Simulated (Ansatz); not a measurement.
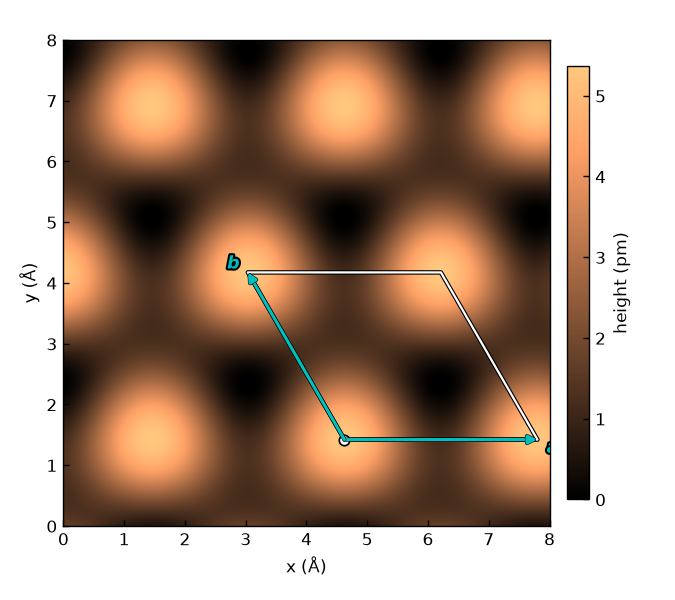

Constant-current image at a set point of 9.9 × 10⁻⁴ e/Å³ of Mg(001) (P6_3/mmc bulk, the cell from a database of computed structures, not from a measurement, 8 atomic planes (those closer than 0.6 Å count as one), 18 Å), sample bias +1.00 V. The white outline is the surface cell of the coordinates below, with its origin (dot) on a lattice point and its vectors a and b marked.

Tersoff–Hamann simulation (s-wave tip); biases are sample biases. Bias windows are sharp sums over the levels of the k mesh.

These are results of Ansatz, DFT PBE, scalar-relativistic, plane waves, PAW, not measurements. Cutoff 420 eV, 18 × 18 k-points, Gaussian smearing 0.1 eV, dipole correction. The slab is a cut without reconstruction beyond its cell, at the source's lattice constants, with its lower half held fixed and the rest relaxed. This isn't the element's usual hcp form. No spin polarisation. The run couldn't confirm all of its levels under its output density.

```yaml
crystal:
  lattice:
    - [3.17683, 0.00000, 0.00000]
    - [-1.58841, 2.75121, 0.00000]
    - [0.00000, 0.00000, 36.05801]
  atoms:
    - { symbol: Mg, position: [0.33333, 0.66667, 0.24960] }
    - { symbol: Mg, position: [0.00000, 0.00000, 0.32114] }
    - { symbol: Mg, position: [0.66667, 0.33333, 0.39268] }
    - { symbol: Mg, position: [0.00000, 0.00000, 0.46423] }
    - { symbol: Mg, position: [0.33333, 0.66667, 0.53565] }
    - { symbol: Mg, position: [0.00000, 0.00000, 0.60757] }
    - { symbol: Mg, position: [0.66667, 0.33333, 0.67928] }
    - { symbol: Mg, position: [0.00000, 0.00000, 0.75212] }
```

> What lies under the maxima and minima of this image?

The brightest spots lie over the top Mg atoms; the darkest points are over the sites above the Mg atoms 2.6 Å below the top plane. The corrugation is 5 pm at a mean tip height of 3.0 Å. So weak a contrast (5 pm) depends on the k-mesh and on the tip.
